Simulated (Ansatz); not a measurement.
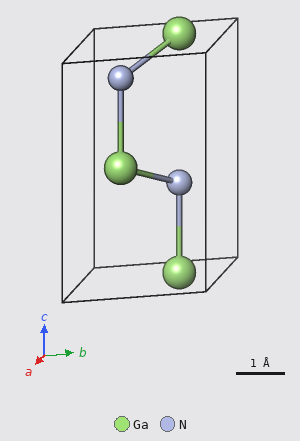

Lattice vibrations of solid GaN relaxed at 5 GPa, space group P6₃mc (No. 186), at the zone centre. Style: ball-and-stick. Shown: the cell of the calculation, slightly off an axis.

These are results of Ansatz 0.2.0, DFT PBEsol, scalar-relativistic, plane waves, PAW, not measurements. Settings: plane-wave cutoff 420 eV; k-point mesh 12 × 12 × 6; occupations fixed; target pressure 5 GPa; no spin polarisation.

Frequencies are those without the non-analytic (LO–TO) term.

Question: Give the spectrum at this point.

Answer: The calculation's cell holds 4 atoms, so there are 9 optical modes, in 6 levels. The optical modes span 2E₂ + 2B₁ + A₁ + E₁. No level is unstable.

| level | symmetry | frequency (cm⁻¹) | activity |
| --- | --- | --- | --- |
| 1 | E₂ | 135 | Raman-active |
| 2 | B₁ | 336 | silent |
| 3 | A₁ | 543 | infrared- and Raman-active |
| 4 | E₁ | 565 | infrared- and Raman-active |
| 5 | E₂ | 576 | Raman-active |
| 6 | B₁ | 700 | silent |

The displacement patterns (one member of each degenerate set):

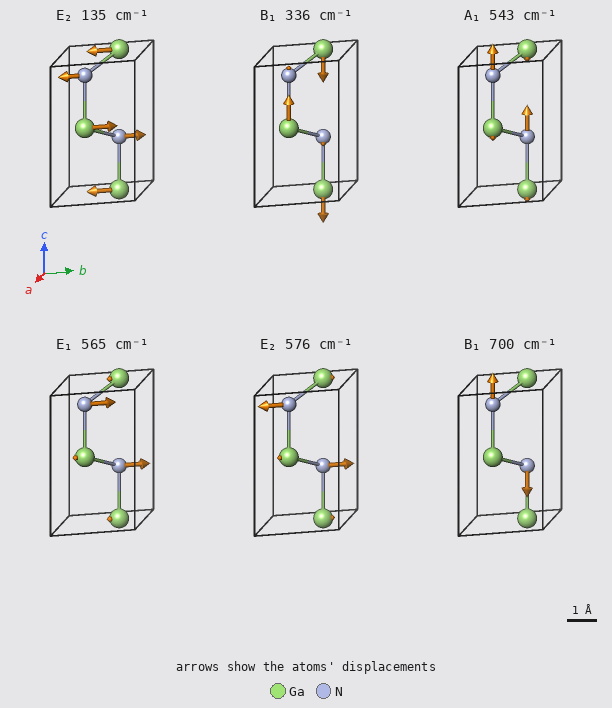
